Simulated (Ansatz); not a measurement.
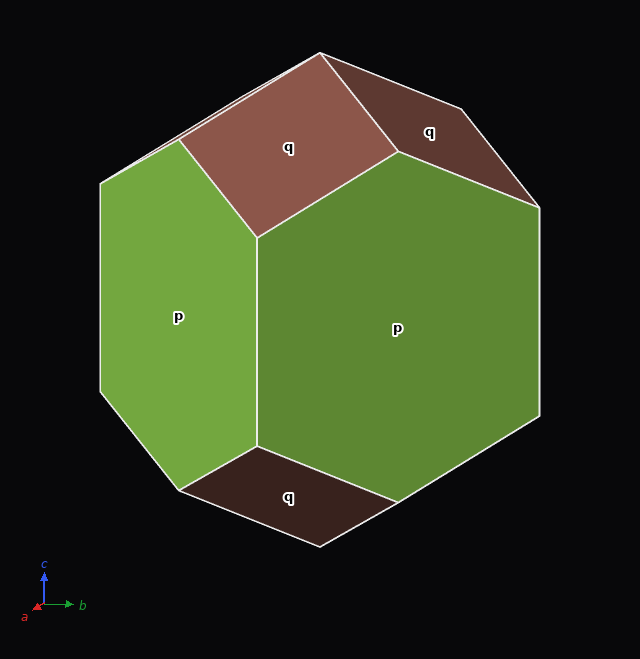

Crystal habit computed by the BFDH rule (growth rate of a face proportional to 1/d, systematic absences taken into account). This is a geometric estimate, not an energy calculation. Faces of one form share a colour. Cell of TiO2: space group P4_2/mnm (No. 136), a = 4.643 Å, b = 4.643 Å, c = 2.964 Å, α = 90.00°, β = 90.00°, γ = 90.00°. Origin: the geometry relaxed with DFT PBE, scalar-relativistic, plane waves, PAW in Ansatz. Forms under 0.4 % of the area are left out.

**Which form is which colour?**

green (p): {110} (d = 3.28 Å, 60 % of the area); brown (q): {101} (d = 2.50 Å, 40 % of the area).
